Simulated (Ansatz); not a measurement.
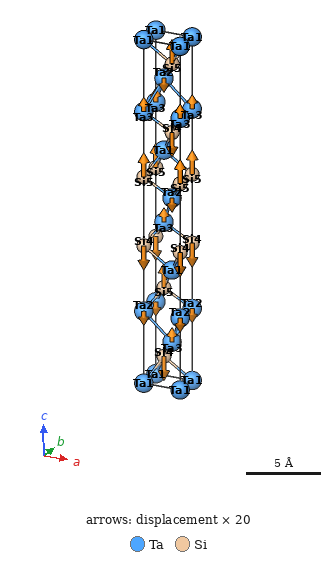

This is a relaxation of crystalline Ta3Si2 (built on the tetradymite_166 type) (coarse preliminary run). The starting structure is drawn; orange arrows show the displacements (the part carried along by the change of the cell is left out), 20 times their true length.

The picture is a ball-and-stick view of the conventional cell (3 times the calculation's cell), seen slightly off an axis. Lengths and directions refer to the drawn axes.

Case: tetradymite type (R-3m, No. 166).

Theory: DFT PBE, scalar-relativistic, plane waves, PAW (Ansatz). Set-up: plane-wave cutoff 420 eV; k-point mesh 6 × 6 × 6; occupations gaussian; smearing width 0.1 eV; no spin polarisation; cell and atoms relaxed; force threshold 0.04 eV/Å; at most 70 steps.

Q: Atoms of which element are displaced furthest, and by how much?

A: Silicon: up to 0.088 Å, against 0.052 Å for tantalum.

Q: Describe the change and its energy.

A: The largest moves relative to the cell, 0.088 Å, are those of Si4 and Si5. Si5 goes along +c. By element the largest moves are Si 0.088 Å, Ta 0.052 Å. Cell: a = b 3.429 → 3.449 Å (+0.6 %), c 23.845 → 25.473 Å (+6.8 %). Volume +8.1 %. Some distances before and after: Ta2–Si5 2.404 → 2.552 Å, Ta2–Ta3 2.845 → 2.878 Å, Ta1–Si4 2.539 → 2.561 Å. Among the angles between lasting bonds that change: Ta3–Si4–Ta3 91.0° → 85.0°, Si4–Ta3–Si4 91.0° → 85.0°, Ta1–Si4–Ta3 175.8° → 179.8°. The space group stays R-3m (No. 166). After 5 accepted moves (6 points after the start) the energy has fallen by 0.565 eV per cell of the calculation. Largest force component: 2 eV/Å at the start, 0.024 eV/Å at the end. The pressure goes from 16.73 to 0.08 GPa. The SCF was repeated once at an unchanged geometry on a basis and grid sized afresh for the cell, which shifted the energy by 3.5 meV per cell of the calculation at most. The run took roughly 23 core-seconds on a shared host.
